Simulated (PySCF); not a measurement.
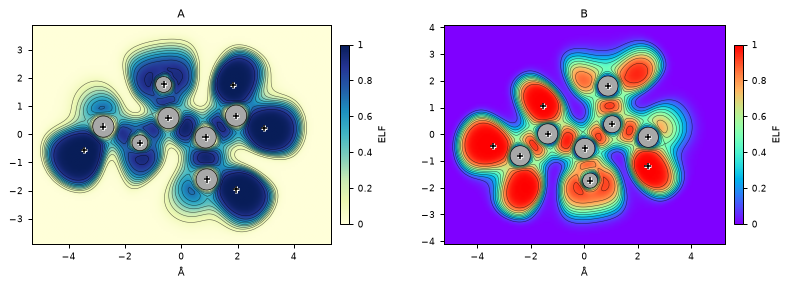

The ELF of 2 systems, each on a plane through atoms (crosses mark nuclei in the plane; grey discs cover the cores).

Computed with PBE0/pcSseg-2, SCF density, gas phase, non-relativistic (PySCF).

System 1: C5H8O2 (SMILES C=C(C)C(=O)OC), the plane of atoms C4, O6 and C7. Geometry: PBE0-D3(BJ)/def2-TZVP.

```yaml
atoms:
  - { symbol: C, position_ang: [-1.5754, 1.0593, -0.0989] }
  - { symbol: C, position_ang: [-0.6971, 0.0641, -0.1754] }
  - { symbol: C, position_ang: [-1.0673, -1.3608, -0.4283] }
  - { symbol: C, position_ang: [0.7402, 0.4160, 0.0098] }
  - { symbol: O, position_ang: [1.1736, 1.5258, 0.1801] }
  - { symbol: O, position_ang: [1.5210, -0.6734, -0.0347] }
  - { symbol: C, position_ang: [2.9109, -0.4248, 0.1342] }
  - { symbol: H, position_ang: [-2.6374, 0.8811, -0.2208] }
  - { symbol: H, position_ang: [-1.2384, 2.0715, 0.0876] }
  - { symbol: H, position_ang: [-2.1458, -1.4581, -0.5560] }
  - { symbol: H, position_ang: [-0.5724, -1.7432, -1.3240] }
  - { symbol: H, position_ang: [-0.7531, -2.0019, 0.3986] }
  - { symbol: H, position_ang: [3.1031, 0.0317, 1.1061] }
  - { symbol: H, position_ang: [3.3976, -1.3950, 0.0652] }
  - { symbol: H, position_ang: [3.2781, 0.2446, -0.6448] }
```

System 2: C5H9NO (SMILES C=CC(=O)N(C)C), the plane of atoms O4, C3 and N5. Geometry: PBE0-D3(BJ)/def2-TZVP.

```xyz
16

C     2.8165   -0.4198   -0.3553
C     1.5057   -0.4154   -0.5563
C     0.6187    0.3414    0.3730
O     1.0878    1.0794    1.2239
N    -0.7266    0.1779    0.2204
C    -1.3525   -0.7146   -0.7246
C    -1.6190    0.9890    1.0115
H     3.2351    0.1135    0.4909
H     3.4893   -0.9431   -1.0235
H     1.0857   -0.9351   -1.4079
H    -1.5370   -0.2368   -1.6943
H    -0.7616   -1.6148   -0.8797
H    -2.3163   -1.0290   -0.3192
H    -2.2583    1.5993    0.3646
H    -2.2615    0.3599    1.6359
H    -1.0231    1.6377    1.6481
```

> Match each panel to its system.

Panel A is system 1, C5H8O2: the plane holds C, O and H. C–O (1.20 Å): the ELF peaks at about 0.85 between the atoms (a multiple bond). Panel B is system 2, C5H9NO: the plane holds C, O, N and H. C–O (1.22 Å): the ELF peaks at about 0.85 between the atoms; a short, multiple covalent bond.
